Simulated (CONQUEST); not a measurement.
SiC: geometry relaxation (part 1 of 2)

System: SiC (P1, 8 atoms in the cell).
Method: Kohn-Sham DFT of a periodic cell, PBEint, PseudoDojo NC PBEsol, no spin polarisation (CONQUEST 1.3).

The structure derives from an entry of the Crystallography Open Database. It belongs to a series of runs on one base structure; here: atoms moved at random by about 0.15 A.

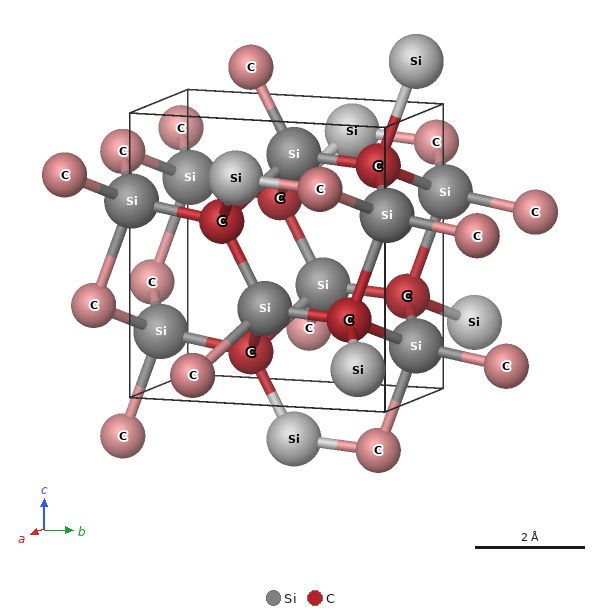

**Figure 1.** The starting structure (ball-and-stick view of the cell of the calculation, seen slightly off an axis; neighbours outside the cell are drawn fainter).

**Input**
```
IO.Title SiC
IO.Coordinates coords.dat
IO.FractionalAtomicCoords F
IO.Iprint 2
IO.Iprint_init 1
General.NumberOfSpecies 2
General.PseudopotentialType hamann
General.FunctionalType -60062
General.DifferentFunctional T
AtomMove.TypeOfRun cg
Grid.GridCutoff 80
DM.SolutionMethod diagon
Diag.MPMesh T
Diag.GammaCentred T
Diag.MPMeshX 9
Diag.MPMeshY 5
Diag.MPMeshZ 5
Diag.kT 0.00099223
minE.SCTolerance 1e-6
SC.MaxIters 100
IO.AtomChargeOutput T
AtomMove.NumSteps 25
AtomMove.WriteExtXYZ T
AtomMove.OutputFreq 1
AtomMove.WriteXSF F
AtomMove.MaxForceTol 1e-3
AtomMove.OptCell T
AtomMove.OptCellMethod 1
AtomMove.StressTolerance 0.2
AtomMove.CGLineMin safe
AtomMove.TargetPressure 10
%block ChemicalSpeciesLabel
1 28.090 Si
2 12.010 C
%endblock
```

Command:
```bash
Conquest
```

**The program's output**
```
Simulation cell dimensions:     5.8128 a0 x     9.5393 a0 x    10.0681 a0

      Atomic coordinates (a0)
         Atom         X         Y         Z  Species
            1    0.1475    5.1075    3.4478        1
            2    3.0539    5.1075    8.4819        1
            3    2.8542    0.0595    1.9169        1
            4    5.7605    0.0595    6.9510        1
            5    0.0875    8.2325    3.2048        2
            6    2.9939    8.2325    8.2388        2
            7    0.1720    3.5073    6.4509        2
            8    3.0784    3.5073    1.4169        2

         Monkhorst-Pack mesh:   9 x   5 x   5 gamma-centred
        This calculation includes non-local pseudopotentials,
         with a maximum core radius of      7.03599865

    Job title: SiC
    Job to be run: CG cell relaxation

    Ground state search:
      Support functions represented with PAO basis
      1:1 PAO to SF mapping
      Non-spin-polarised electrons
      Solving for the K matrix using diagonalisation
      Using Fermi-Dirac smearing

    Integration grid size:     24 x   40 x   48

    Integration grid spacing:  0.242 a0 x 0.238 a0 x 0.210 a0

    Number of species:  2
    --------------------------------------------------------
    |   #  mass (au)  Charge (e)  SF Rad (a0)  NSF  Label  |
    --------------------------------------------------------
    |   1     28.090       4.000        7.508    4  Si     |
    |   2     12.010       4.000        6.539    4  C      |
    --------------------------------------------------------
          SCF tolerance:                 0.00000100
          SCF iterations:               100

    LibXC version:  6. 2. 2
    Using the GGA functional PBE for hybrid interfaces
    Using the GGA functional PBE for hybrid interfaces

           radial cut-off to be used is taken to be max PAO cut-off radius for this species:    7.035999

           greatest ang. mom. for making density from PAOs:  1

           radial cut-off to be used is taken to be max PAO cut-off radius for this species:    6.247137

           greatest ang. mom. for making density from PAOs:  1
    Minimum blocs/proc is      720. Maximum blocs/proc is      720
    set_atom_dens: In set_atomic_density, electrons :      32.000000000000
 matrix_size & matrix_size_padH =           32          32

    Screened ion int: energy:     -25.165231800303 Ha

    cell_cg_run: starting relaxation with safemin line minimisation
    cell_cg_run: tolerance:   0.2000 GPa Maximum steps:   25
      PulayMixSC: Starting Pulay mixing, A_up =  0.500 A_dn =  0.500
      PulayMixSC: Spin non-polarised calculation.
          Harris-Foulkes Energy            :       -40.798201128212746 Ha
      PulayMixSC: Pulay iteration     1 residual:              0.11620E-01
          Harris-Foulkes Energy            :       -40.523401820236685 Ha
      PulayMixSC: Pulay iteration     2 residual:              0.27782E-02
          Harris-Foulkes Energy            :       -40.514291070016583 Ha
      PulayMixSC: Pulay iteration     3 residual:              0.80001E-03
          Harris-Foulkes Energy            :       -40.514029840578161 Ha
      PulayMixSC: Pulay iteration     4 residual:              0.43194E-03
          Harris-Foulkes Energy            :       -40.513785977888034 Ha
      PulayMixSC: Pulay iteration     5 residual:              0.26402E-04
          Harris-Foulkes Energy            :       -40.513784349882904 Ha
      PulayMixSC: Pulay iteration     6 residual:              0.88570E-05
          Harris-Foulkes Energy            :       -40.513784213892414 Ha
      PulayMixSC: Pulay iteration     7 residual:              0.78763E-06
      PulayMixSC: Reached SCF tolerance of  0.78763E-06 after      7 iterations
      | Number of electrons      =        31.999987
      |* Harris-Foulkes energy   =       -40.513784213892414 Ha
      |* DFT total energy        =       -40.513784212723024 Ha

      force: Forces on atoms (Ha/a0)
      force:  Atom   X              Y              Z
      force:     1  -0.0002634803  -0.1904002988  -0.0668568874
      force:     2  -0.0002634804  -0.1904002988  -0.0668568874
      force:     3   0.0509038011   0.0187873743  -0.0672467544
      force:     4   0.0509038010   0.0187873743  -0.0672467544
      force:     5  -0.0458805067   0.1244631312   0.0538352641
      force:     6  -0.0458805067   0.1244631312   0.0538352641
      force:     7  -0.0047731746   0.0471855666   0.0802781598
      force:     8  -0.0047731746   0.0471855666   0.0802781598

      force: Maximum force :        0.19040030(Ha/a0) on atom         2 in y direction
      force: Force Residual:        0.13908329 Ha/a0
      force: Total stress:        -18.42862967   -61.34431050   -18.16433575 GPa
      force: Average pressure:     32.64575864 GPa

      get_E_and_F: Change in energy during last step of electronic optimisation:  0.13599E-06

    GeomOpt - Iter:    0 MaxStr:  51.34431050 GPa H:     -40.32402993 Ha dH:   0.00000000Ha

      safemin_cell: seeking bracketing triplet of points

      PulayMixSC: Starting Pulay mixing, A_up =  0.500 A_dn =  0.500
      PulayMixSC: Spin non-polarised calculation.
          Harris-Foulkes Energy            :       -40.564423136219695 Ha
      PulayMixSC: Pulay iteration     1 residual:              0.15252E-02
          Harris-Foulkes Energy            :       -40.560285304012581 Ha
      PulayMixSC: Pulay iteration     2 residual:              0.48091E-03
          Harris-Foulkes Energy            :       -40.559919042451455 Ha
      PulayMixSC: Pulay iteration     3 residual:              0.12884E-03
          Harris-Foulkes Energy            :       -40.559907387838777 Ha
      PulayMixSC: Pulay iteration     4 residual:              0.69536E-04
          Harris-Foulkes Energy            :       -40.559897806309920 Ha
      PulayMixSC: Pulay iteration     5 residual:              0.72456E-05
          Harris-Foulkes Energy            :       -40.559897742141040 Ha
      PulayMixSC: Pulay iteration     6 residual:              0.92343E-06
      PulayMixSC: Reached SCF tolerance of  0.92343E-06 after      6 iterations
      | Number of electrons      =        32.000003
      |* Harris-Foulkes energy   =       -40.559897742141040 Ha
      |* DFT total energy        =       -40.559897740719208 Ha
      get_E_and_F: Change in energy during last step of electronic optimisation:  0.64169E-07
      PulayMixSC: Starting Pulay mixing, A_up =  0.500 A_dn =  0.500
      PulayMixSC: Spin non-polarised calculation.
          Harris-Foulkes Energy            :       -40.555942432647782 Ha
      PulayMixSC: Pulay iteration     1 residual:              0.72960E-03
          Harris-Foulkes Energy            :       -40.555007622764947 Ha
      PulayMixSC: Pulay iteration     2 residual:              0.25708E-03
          Harris-Foulkes Energy            :       -40.554897820609128 Ha
      PulayMixSC: Pulay iteration     3 residual:              0.60362E-04
          Harris-Foulkes Energy            :       -40.554895771804439 Ha
      PulayMixSC: Pulay iteration     4 residual:              0.37888E-04
          Harris-Foulkes Energy            :       -40.554892837107523 Ha
      PulayMixSC: Pulay iteration     5 residual:              0.38478E-05
          Harris-Foulkes Energy            :       -40.554892821459035 Ha
      PulayMixSC: Pulay iteration     6 residual:              0.65845E-06
      PulayMixSC: Reached SCF tolerance of  0.65845E-06 after      6 iterations
      | Number of electrons      =        32.000033
      |* Harris-Foulkes energy   =       -40.554892821459035 Ha
      |* DFT total energy        =       -40.554892820038759 Ha
      get_E_and_F: Change in energy during last step of electronic optimisation:  0.15648E-07

      safemin_cell: Interpolating minimum

      PulayMixSC: Starting Pulay mixing, A_up =  0.500 A_dn =  0.500
      PulayMixSC: Spin non-polarised calculation.
          Harris-Foulkes Energy            :       -40.560008634404511 Ha
      PulayMixSC: Pulay iteration     1 residual:              0.94552E-03
          Harris-Foulkes Energy            :       -40.558387330781670 Ha
      PulayMixSC: Pulay iteration     2 residual:              0.28236E-03
          Harris-Foulkes Energy            :       -40.558263153873654 Ha
      PulayMixSC: Pulay iteration     3 residual:              0.74533E-04
          Harris-Foulkes Energy            :       -40.558258734190701 Ha
      PulayMixSC: Pulay iteration     4 residual:              0.36574E-04
          Harris-Foulkes Energy            :       -40.558256057986391 Ha
      PulayMixSC: Pulay iteration     5 residual:              0.43556E-05
          Harris-Foulkes Energy            :       -40.558256036624535 Ha
      PulayMixSC: Pulay iteration     6 residual:              0.49021E-06
      PulayMixSC: Reached SCF tolerance of  0.49021E-06 after      6 iterations
      | Number of electrons      =        32.000019
      |* Harris-Foulkes energy   =       -40.558256036624535 Ha
      |* DFT total energy        =       -40.558256035929389 Ha

      force: Forces on atoms (Ha/a0)
      force:  Atom   X              Y              Z
      force:     1  -0.0005250176  -0.1337806845  -0.0645587587
      force:     2  -0.0005250176  -0.1337806845  -0.0645587587
      force:     3   0.0458365221   0.0246030974  -0.0627991470
      force:     4   0.0458365221   0.0246030974  -0.0627991470
      force:     5  -0.0397522252   0.0747630442   0.0520837272
      force:     6  -0.0397522252   0.0747630442   0.0520837272
      force:     7  -0.0051743268   0.0344099395   0.0751450424
      force:     8  -0.0051743268   0.0344099395   0.0751450423

      force: Maximum force :        0.13378068(Ha/a0) on atom         2 in y direction
      force: Force Residual:        0.10660145 Ha/a0
      force: Total stress:         -8.83812231    -7.56794815   -11.16031334 GPa
      force: Average pressure:      9.18879460 GPa

      get_E_and_F: Change in energy during last step of electronic optimisation:  0.21362E-07
      safemin_cell: exit after    3 iterations with enthalpy      -40.3518311513 Ha

    cell_cg_run: simulation cell dimensions:
           5.90780 a0 x     10.11805 a0 x     10.16008 a0

    GeomOpt - Iter:    1 MaxStr:   2.43205185 GPa H:     -40.35183115 Ha dH:  -0.02780122Ha

    Maximum stress:                2.43205185 GPa
    Stress tolerance:              0.20000000 GPa
    Change in stress:             26.02636468 GPa
    Enthalpy change:              -0.02780122 Ha
    Enthalpy tolerance:            0.00001000 Ha

      safemin_cell: seeking bracketing triplet of points

      PulayMixSC: Starting Pulay mixing, A_up =  0.500 A_dn =  0.500
      PulayMixSC: Spin non-polarised calculation.
          Harris-Foulkes Energy            :       -40.557771862858537 Ha
      PulayMixSC: Pulay iteration     1 residual:              0.54707E-04
          Harris-Foulkes Energy            :       -40.557766816092858 Ha
      PulayMixSC: Pulay iteration     2 residual:              0.18130E-04
          Harris-Foulkes Energy            :       -40.557766336046342 Ha
      PulayMixSC: Pulay iteration     3 residual:              0.65922E-05
          Harris-Foulkes Energy            :       -40.557766302547691 Ha
      PulayMixSC: Pulay iteration     4 residual:              0.34147E-05
          Harris-Foulkes Energy            :       -40.557766280425177 Ha
      PulayMixSC: Pulay iteration     5 residual:              0.36838E-06
      PulayMixSC: Reached SCF tolerance of  0.36838E-06 after      5 iterations
      | Number of electrons      =        32.000017
      |* Harris-Foulkes energy   =       -40.557766280425177 Ha
      |* DFT total energy        =       -40.557766280227185 Ha
      get_E_and_F: Change in energy during last step of electronic optimisation:  0.22123E-07
      PulayMixSC: Starting Pulay mixing, A_up =  0.500 A_dn =  0.500
      PulayMixSC: Spin non-polarised calculation.
          Harris-Foulkes Energy            :       -40.557481131045726 Ha
      PulayMixSC: Pulay iteration     1 residual:              0.27503E-04
          Harris-Foulkes Energy            :       -40.557479854321542 Ha
      PulayMixSC: Pulay iteration     2 residual:              0.91028E-05
          Harris-Foulkes Energy            :       -40.557479733046620 Ha
      PulayMixSC: Pulay iteration     3 residual:              0.33101E-05
          Harris-Foulkes Energy            :       -40.557479724499707 Ha
      PulayMixSC: Pulay iteration     4 residual:              0.17117E-05
          Harris-Foulkes Energy            :       -40.557479718974022 Ha
      PulayMixSC: Pulay iteration     5 residual:              0.18377E-06
      PulayMixSC: Reached SCF tolerance of  0.18377E-06 after      5 iterations
      | Number of electrons      =        32.000016
      |* Harris-Foulkes energy   =       -40.557479718974022 Ha
      |* DFT total energy        =       -40.557479718924633 Ha
      get_E_and_F: Change in energy during last step of electronic optimisation:  0.55257E-08
      PulayMixSC: Starting Pulay mixing, A_up =  0.500 A_dn =  0.500
      PulayMixSC: Spin non-polarised calculation.
          Harris-Foulkes Energy            :       -40.556998569842648 Ha
      PulayMixSC: Pulay iteration     1 residual:              0.41281E-04
          Harris-Foulkes Energy            :       -40.556995693929046 Ha
      PulayMixSC: Pulay iteration     2 residual:              0.13643E-04
          Harris-Foulkes Energy            :       -40.556995421759737 Ha
      PulayMixSC: Pulay iteration     3 residual:              0.49795E-05
          Harris-Foulkes Energy            :       -40.556995402231969 Ha
      PulayMixSC: Pulay iteration     4 residual:              0.25636E-05
          Harris-Foulkes Energy            :       -40.556995389929320 Ha
      PulayMixSC: Pulay iteration     5 residual:              0.27193E-06
      PulayMixSC: Reached SCF tolerance of  0.27193E-06 after      5 iterations
      | Number of electrons      =        32.000015
      |* Harris-Foulkes energy   =       -40.556995389929320 Ha
      |* DFT total energy        =       -40.556995389820798 Ha
      get_E_and_F: Change in energy during last step of electronic optimisation:  0.12303E-07

      safemin_cell: Interpolating minimum

      PulayMixSC: Starting Pulay mixing, A_up =  0.500 A_dn =  0.500
      PulayMixSC: Spin non-polarised calculation.
          Harris-Foulkes Energy            :       -40.557425767090635 Ha
      PulayMixSC: Pulay iteration     1 residual:              0.36066E-04
          Harris-Foulkes Energy            :       -40.557423578075358 Ha
      PulayMixSC: Pulay iteration     2 residual:              0.12019E-04
          Harris-Foulkes Energy            :       -40.557423365859371 Ha
      PulayMixSC: Pulay iteration     3 residual:              0.43950E-05
          Harris-Foulkes Energy            :       -40.557423350570133 Ha
      PulayMixSC: Pulay iteration     4 residual:              0.22734E-05
          Harris-Foulkes Energy            :       -40.557423340945327 Ha
      PulayMixSC: Pulay iteration     5 residual:              0.23692E-06
      PulayMixSC: Reached SCF tolerance of  0.23692E-06 after      5 iterations
      | Number of electrons      =        32.000016
      |* Harris-Foulkes energy   =       -40.557423340945327 Ha
      |* DFT total energy        =       -40.557423340863039 Ha
```
